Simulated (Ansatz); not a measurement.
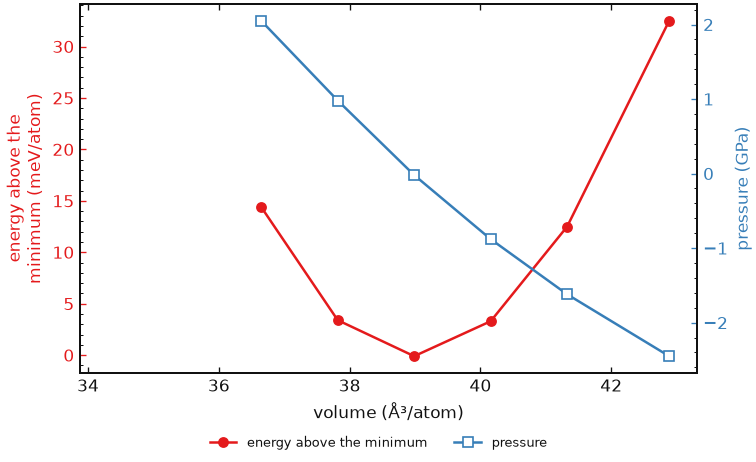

The figure shows the energy above the minimum and pressure against volume for SnSe, space group F-43m (No. 216) (cell built by us, not taken from a database).

Cell as given: a = 4.795 Å, b = 4.795 Å, c = 4.795 Å, α = 60.00°, β = 60.00°, γ = 60.00°; 2 atoms.

Method: third-order Birch-Murnaghan fit to density functional energies at scaled volumes of the given relaxed cell, shape and atoms relaxed at each volume; energies count from the fitted minimum; plane waves with PAW datasets, Γ-centred k mesh (Ansatz 0.2.0). Level: PBE, no spin polarisation.

```
       setting     value
   wave cutoff    420 eV
        k mesh  10×10×10
   occupations  Gaussian
smearing width   0.01 eV
```

The points at volume 34.309 Å³/atom and 35.478 Å³/atom are left out of the plot. What values does the calculation give there?

| volume (Å³/atom) | energy above the minimum (meV/atom) | pressure (GPa) |
| --- | --- | --- |
| 34.309 | 63.7 | 4.86 |
| 35.478 | 33.9 | 3.35 |

Keep in mind: a crossing between the sampled k points may be missed; narrow smearing for a metal.
